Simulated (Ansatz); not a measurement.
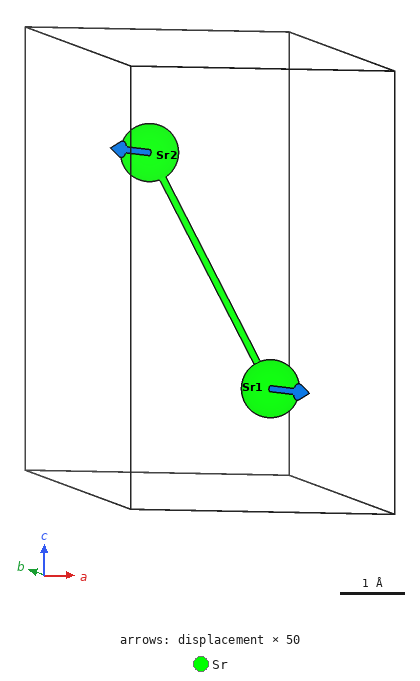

This is a relaxation of a crystal of Sr (built on the N_62 type). The starting structure is drawn; blue arrows show the displacements (the part carried along by the change of the cell is left out), 50 times their true length.

A ball-and-stick model of the cell of the calculation, seen slightly off an axis.

Case: N type (Pnma, No. 62).

Theory: DFT PBE, scalar-relativistic, plane waves, PAW (Ansatz). (plane-wave cutoff 420 eV; k-point mesh 16 × 16 × 8; occupations gaussian; smearing width 0.1 eV; no spin polarisation; cell and atoms relaxed; force threshold 0.01 eV/Å; at most 80 steps)

> What did the optimiser do to the structure, and how much energy did it gain?

The largest moves relative to the cell, 0.016 Å, are those of Sr1 and Sr2. Sr1 goes along [1 −1 0]. Cell: a = b 4.216 → 4.267 Å (+1.2 %), c 7.118 → 7.022 Å (−1.3 %). Volume +1.1 %. Among the contacts that change: Sr1–Sr1 4.199 → 4.255 Å, Sr1–Sr1 (another image) 4.216 → 4.267 Å, Sr1–Sr2 4.321 → 4.290 Å, Sr1–Sr2 (another image) 4.288 → 4.283 Å. The space group stays Cmcm (No. 63). The energy falls by 2.2 meV per atom in 2 accepted moves (3 points after the start). Largest force component: 0.0079 eV/Å at the start, 0.00057 eV/Å at the end. Pressure: 0.14 GPa at the start and 0.00 GPa at the end. The SCF was repeated once at an unchanged geometry on a basis and grid sized afresh for the cell, which shifted the energy by less than 0.05 meV per atom at most.
